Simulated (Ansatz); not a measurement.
# Run report: SnO2, geometry relaxation (part 2 of 2)

Continued. System: SnO2 (I4₁/amd, 6 atoms in the cell). Method: DFT, r2SCAN, plane waves, PAW, no spin polarisation (Ansatz 0.2.0); cutoff 500 eV, 8×8×8 k-mesh, Fermi–Dirac smearing of 0.02 eV. The structure derives from a Materials Project entry. The geometry comes from this level: PBE.

Geometry of the input (Å; fractional positions):
```
-2.0261  2.0261  5.1814
2.0261  -2.0261  5.1814
2.0261  2.0261  -5.1814
Sn 0.7500  0.2500  0.5000
Sn 0.0000  0.0000  0.0000
O  0.7976  0.7976  -0.0000
O  0.9524  0.4524  0.5000
O  0.2024  0.2024  -0.0000
O  0.5476  0.0476  0.5000
```

## Output, continued
```
--- Per-component energies (eV) ---
  E_band       = -257.579023
  E_kinetic    = 1085.156770
  E_local      = -3557.723899  (includes V_loc(G=0)·N_el)
  E_nonlocal   = 131.539330
  E_hartree    = 1791.775929
  E_xc         = -1035.312899
  E_vxc        = -622.368439  (∫ρ·V_xc dr)
  E_paw        = -8986.159915  (= ΣΔE_a)
  E_vpaw       = -917.328372  (= ΣTr[D̂ρ^β])
  E_aug_tail   = 0.003976  (compensation charges beyond the density's cutoff)
  E_vtau       = 39.589761  (kinetic-family band-sum trace: ∫τ·v_τ [+ j·A + Jᵃ·Aᵃ] dr)
  E_ewald      = -3782.535609
  E_core_change = 1.342876  (= ΣΔE_core)
  E_smearing   = -0.000000  (= −TS)
  E_closure    = -0.000000  (closes the sum)
  Σ components = -14351.913443   (vs F -14351.913443, Δ=0.00e0)
--- Forces (eV/Å), atoms counted from 1 ---
  atom   1  Sn    -0.00000000    -0.00000000     0.00000000
  atom   2  Sn    -0.00000000    -0.00000000     0.00000000
  atom   3  O      0.00000000    -0.00000000     0.00099572
  atom   4  O      0.00000000     0.00000000    -0.00099572
  atom   5  O      0.00000000    -0.00000000    -0.00099572
  atom   6  O     -0.00000000     0.00000000     0.00099572
  max |Σ_I F_I| component: 4.88e-18 eV/Å
--- Stress (GPa, compression-positive) ---
        0.008699       0.000000      -0.000000
        0.000000       0.008699       0.000000
        0.000000      -0.000000       0.020975
  P = ⅓ Tr σ = 0.0128 GPa (0.128 kbar)
--- Band table (eV; the first three rows and the last of 59) ---
  k-point 0: bands = ["-14.4626", "-14.4271", "-14.2688", "-13.5956", "-13.4664", "-13.4664", "-13.3230", "-13.3097", "-13.3097", "-13.2810", "-12.6607", "-9.9042", "-9.1987", "-9.0200", "1.8451", "1.8959", "1.8959", "2.5226", "3.2286", "3.2286", "4.9883", "5.6135", "5.9544", "5.9544", "6.2072", "6.2072", "8.9524", "12.9958", "16.6304", "17.2747", "17.4841", "19.2882"]
  k-point 1: bands = ["-14.4265", "-14.3478", "-14.1941", "-13.6509", "-13.4708", "-13.4557", "-13.3314", "-13.3258", "-13.3176", "-13.2842", "-12.4503", "-10.0488", "-9.2741", "-9.2526", "0.4905", "2.1457", "2.2973", "2.5392", "3.3097", "4.0526", "5.2124", "5.4376", "5.5306", "5.9778", "6.0009", "6.2919", "9.8894", "13.1295", "16.9331", "17.3604", "17.3819", "18.2794"]
  k-point 2: bands = ["-14.3315", "-14.1295", "-13.9867", "-13.7817", "-13.4859", "-13.4267", "-13.3396", "-13.3391", "-13.3305", "-13.2929", "-11.9348", "-10.4124", "-9.8829", "-9.4493", "-0.5558", "1.2550", "2.0728", "3.2874", "4.5358", "4.6209", "4.9916", "5.2698", "5.4215", "5.8350", "6.1121", "6.4631", "11.6377", "13.6105", "16.6648", "16.8093", "17.2357", "17.7000"]
  k-point 58: bands = ["-14.6229", "-14.6229", "-13.7205", "-13.7205", "-13.5074", "-13.5074", "-13.3020", "-13.3020", "-13.2652", "-13.2652", "-11.7561", "-11.7561", "-8.6794", "-8.6794", "1.5032", "1.5032", "3.2053", "3.2053", "3.8483", "3.8483", "3.9377", "3.9377", "5.5831", "5.5831", "6.3146", "6.3146", "11.6335", "11.6335", "14.9547", "14.9547", "19.6090", "19.6090"]
--- Relaxed structure (4 steps of the walk, 4 accepted, 1 SCFs on fresh bases) ---
  F+E_penalty+E_count = -14351.91344289 eV   max|allowed force component| = 9.957e-4 eV/Å   (the final SCF, on the basis selected at the relaxed cell)
  cell:  # Å, volume = 81.5905 Å³
    - [-1.999637858480304, 1.999637858480304, 5.101254110890821]
    - [1.999637858480304, -1.999637858480304, 5.101254110890821]
    - [1.999637858480304, 1.999637858480304, -5.101254110890821]
  atoms:
    - { symbol: Sn, position: [0.7500000000000002, 0.25000000000000006, 0.5000000000000001] }
    - { symbol: Sn, position: [-1.1334306304114893e-19, -1.1334306304114883e-19, 1.2656947859443653e-34] }
    - { symbol: O, position: [0.7963398393084155, 0.7963398393084155, -3.6943183033190163e-34] }
    - { symbol: O, position: [0.9536601606915849, 0.4536601606915848, 0.5000000000000001] }
    - { symbol: O, position: [0.20366016069158474, 0.20366016069158474, 1.7972094976596439e-34] }
    - { symbol: O, position: [0.5463398393084155, 0.04633983930841531, 0.5000000000000001] }
```

## File rho_z.tsv
```
# z_ang	rho[e/angstrom^3]
# format = ansatz-planar-average/11
# lattice	-1.999637858	1.999637858	5.101254111
# lattice	1.999637858	-1.999637858	5.101254111
# lattice	1.999637858	1.999637858	-5.101254111
# sites	6
# site	50	0.000000000	1.999637858	2.550627055
# site	50	0.000000000	0.000000000	-0.000000000
# site	8	-0.000000000	-0.000000000	8.124663758
# site	8	0.000000000	1.999637858	4.628471519
# site	8	0.000000000	0.000000000	2.077844464
# site	8	-0.000000000	1.999637858	0.472782592
0.000000	9.459311e-1
0.129615	9.330852e-1
0.259229	8.956703e-1
0.388844	8.370475e-1
0.518458	7.626439e-1
0.648073	6.793935e-1
0.777688	5.948429e-1
0.907302	5.161829e-1
1.036917	4.493910e-1
1.166532	3.985980e-1
1.296146	3.659099e-1
1.425761	3.519058e-1
1.555375	3.565703e-1
1.684990	3.799292e-1
1.814605	4.218180e-1
1.944219	4.809969e-1
2.073834	5.543657e-1
2.203448	6.368121e-1
2.333063	7.216556e-1
2.462678	8.014108e-1
2.592292	8.687147e-1
2.721907	9.172908e-1
2.851522	9.427021e-1
2.981136	9.427021e-1
3.110751	9.172908e-1
3.240365	8.687147e-1
3.369980	8.014108e-1
3.499595	7.216556e-1
3.629209	6.368121e-1
3.758824	5.543657e-1
3.888439	4.809969e-1
4.018053	4.218180e-1
4.147668	3.799292e-1
4.277282	3.565703e-1
4.406897	3.519058e-1
4.536512	3.659099e-1
4.666126	3.985980e-1
4.795741	4.493910e-1
4.925355	5.161829e-1
5.054970	5.948429e-1
5.184585	6.793935e-1
5.314199	7.626439e-1
5.443814	8.370475e-1
5.573429	8.956703e-1
5.703043	9.330852e-1
```

## File v_z.tsv
```
# z_ang	v_es[eV]	v_tot[eV]
# format = ansatz-planar-average/11
# xc	r2scan
# density_cutoff_ev	2000
# datasets	Sn=:simpson_from_first_knot:soft:shift=0	O=:simpson_from_first_knot:soft:shift=0
# lattice	-1.999637858	1.999637858	5.101254111
# lattice	1.999637858	-1.999637858	5.101254111
# lattice	1.999637858	1.999637858	-5.101254111
# sites	6
# site	50	0.000000000	1.999637858	2.550627055
# site	50	0.000000000	0.000000000	-0.000000000
# site	8	-0.000000000	-0.000000000	8.124663758
# site	8	0.000000000	1.999637858	4.628471519
# site	8	0.000000000	0.000000000	2.077844464
# site	8	-0.000000000	1.999637858	0.472782592
0.000000	6.234170e0	-5.589056e0
0.129615	6.248871e0	-5.541817e0
0.259229	6.293100e0	-5.403945e0
0.388844	6.365581e0	-5.186706e0
0.518458	6.459096e0	-4.909112e0
0.648073	6.560914e0	-4.594744e0
0.777688	6.664391e0	-4.261789e0
0.907302	6.778785e0	-3.917431e0
1.036917	6.922031e0	-3.565891e0
1.166532	7.108815e0	-3.214468e0
1.296146	7.315699e0	-2.900481e0
1.425761	7.440031e0	-2.730462e0
1.555375	7.395726e0	-2.789952e0
1.684990	7.214726e0	-3.047378e0
1.814605	7.009641e0	-3.389380e0
1.944219	6.845742e0	-3.742135e0
2.073834	6.719085e0	-4.090884e0
2.203448	6.612279e0	-4.429885e0
2.333063	6.509676e0	-4.755160e0
2.462678	6.410488e0	-5.053970e0
2.592292	6.326055e0	-5.304256e0
2.721907	6.267303e0	-5.483672e0
2.851522	6.237838e0	-5.577187e0
2.981136	6.237838e0	-5.577187e0
3.110751	6.267303e0	-5.483672e0
3.240365	6.326055e0	-5.304256e0
3.369980	6.410488e0	-5.053970e0
3.499595	6.509676e0	-4.755160e0
3.629209	6.612279e0	-4.429885e0
3.758824	6.719085e0	-4.090884e0
3.888439	6.845742e0	-3.742135e0
4.018053	7.009641e0	-3.389380e0
4.147668	7.214726e0	-3.047378e0
4.277282	7.395726e0	-2.789952e0
4.406897	7.440031e0	-2.730462e0
4.536512	7.315699e0	-2.900481e0
4.666126	7.108815e0	-3.214468e0
4.795741	6.922031e0	-3.565891e0
4.925355	6.778785e0	-3.917431e0
5.054970	6.664391e0	-4.261789e0
5.184585	6.560914e0	-4.594744e0
5.314199	6.459096e0	-4.909112e0
5.443814	6.365581e0	-5.186706e0
5.573429	6.293100e0	-5.403945e0
5.703043	6.248871e0	-5.541817e0
```

## Trajectory as extended XYZ (Å, eV, eV/Å), 5 frames, from step=1 to step=5
```
6
Lattice="-2.0261 2.0261 5.1814 2.0261 -2.0261 5.1814 2.0261 2.0261 -5.1814" Properties=species:S:1:pos:R:3:forces:R:3 step=1 energy=-14351.84106 pressure_GPa=-6.61
Sn    0.0000    2.0261    2.5907    0.0000   0.0000   0.0000
Sn    0.0000    0.0000    0.0000    0.0000   0.0000   0.0000
O     0.0000    0.0000    8.2653    0.0000   0.0000   0.0977
O     0.0000    2.0261    4.6882    0.0000   0.0000  -0.0977
O     0.0000    0.0000    2.0975    0.0000   0.0000  -0.0977
O     0.0000    2.0261    0.4932    0.0000   0.0000   0.0977
6
Lattice="-2.0023 2.0023 5.0900 2.0023 -2.0023 5.0900 2.0023 2.0023 -5.0900" Properties=species:S:1:pos:R:3:forces:R:3 step=2 energy=-14351.91447 pressure_GPa=0.02
Sn    0.0000    2.0023    2.5450    0.0000   0.0000   0.0000
Sn    0.0000    0.0000    0.0000    0.0000   0.0000   0.0000
O     0.0000    0.0000    8.1069    0.0000   0.0000  -0.0413
O     0.0000    2.0023    4.6180    0.0000   0.0000   0.0413
O     0.0000    0.0000    2.0730    0.0000   0.0000   0.0413
O     0.0000    2.0023    0.4719    0.0000   0.0000  -0.0413
6
Lattice="-2.0012 2.0012 5.0940 2.0012 -2.0012 5.0940 2.0012 2.0012 -5.0940" Properties=species:S:1:pos:R:3:forces:R:3 step=3 energy=-14351.91484 pressure_GPa=0.00
Sn    0.0000    2.0012    2.5470    0.0000   0.0000   0.0000
Sn    0.0000    0.0000    0.0000    0.0000   0.0000   0.0000
O     0.0000    0.0000    8.1126    0.0000   0.0000  -0.0159
O     0.0000    2.0012    4.6224    0.0000   0.0000   0.0159
O     0.0000    0.0000    2.0754    0.0000   0.0000   0.0159
O     0.0000    2.0012    0.4716    0.0000   0.0000  -0.0159
6
Lattice="-1.9996 1.9996 5.1013 1.9996 -1.9996 5.1013 1.9996 1.9996 -5.1013" Properties=species:S:1:pos:R:3:forces:R:3 step=4 energy=-14351.91499 pressure_GPa=0.00
Sn    0.0000    1.9996    2.5506    0.0000   0.0000   0.0000
Sn    0.0000    0.0000    0.0000    0.0000   0.0000   0.0000
O     0.0000    0.0000    8.1247    0.0000   0.0000   0.0011
O     0.0000    1.9996    4.6285    0.0000   0.0000  -0.0011
O     0.0000    0.0000    2.0778    0.0000   0.0000  -0.0011
O     0.0000    1.9996    0.4728    0.0000   0.0000   0.0011
6
Lattice="-1.9996 1.9996 5.1013 1.9996 -1.9996 5.1013 1.9996 1.9996 -5.1013" Properties=species:S:1:pos:R:3:forces:R:3 step=5 energy=-14351.91344 pressure_GPa=0.01
Sn    0.0000    1.9996    2.5506    0.0000   0.0000   0.0000
Sn    0.0000    0.0000    0.0000    0.0000   0.0000   0.0000
O     0.0000    0.0000    8.1247    0.0000   0.0000   0.0010
O     0.0000    1.9996    4.6285    0.0000   0.0000  -0.0010
O     0.0000    0.0000    2.0778    0.0000   0.0000  -0.0010
O     0.0000    1.9996    0.4728    0.0000   0.0000   0.0010
```

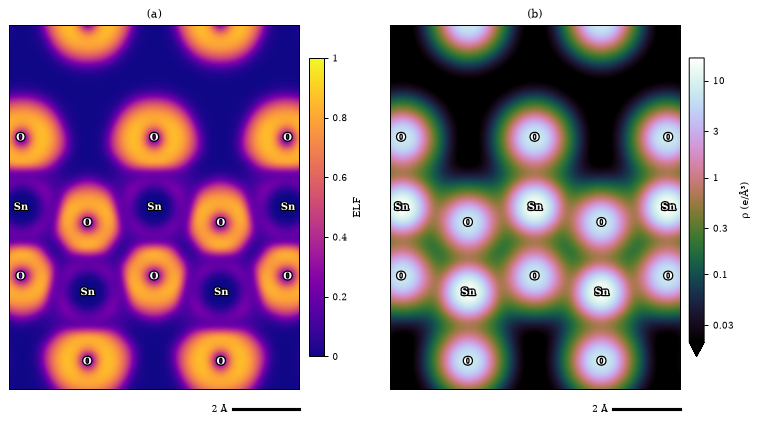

Figure 1. (a) ELF; (b) valence pseudo-density on the (100) plane of the conventional cell. The section cuts through Sn and O sites. Sn–O (2.08 Å): ρ at the midpoint is about 0.64 e/Å³; the ELF is about 0.25 at the midpoint. Away from the nuclei the density in this plane falls to 0.01 e/Å³ at its lowest. The fields are those of the smooth PAW valence density.

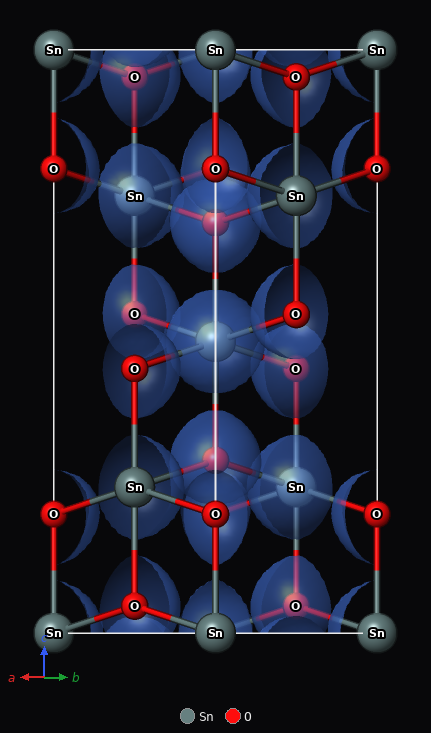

Figure 2. Isosurface of the valence electron density at 0.8 e/Å³ (blue), seen along [110]. Sticks mark near contacts. The outline is the cell set on symmetry axes. At this value the density breaks into separate islands; it holds about 75 % of the electrons treated as valence (semicore included). It is pinched off along the Sn–O (2.05 Å) contacts. On the grid the lowest density along these lines, outside the cores, is 0.65 e/Å³ (Sn–O, 2.05 Å).

## Key numbers

```csv
quantity,value
outcome,converged
space group (tolerance 0.01 Å),I4₁/amd (141)
electrons treated,52
free energy,−14351.9134 eV
Fermi energy,7.815 eV
gap on the k-point mesh,2.33 eV
pressure,0.01 GPa
final volume,81.59 Å³
largest force (length of the vector) at the end,0.001 eV/Å
final cell,"a = 5.833 Å, b = 5.833 Å, c = 5.833 Å, α = 139.90°, β = 139.90°, γ = 58.00°"
wall time,24 s (CPU time 95 s)
peak memory,0.92 GiB
```
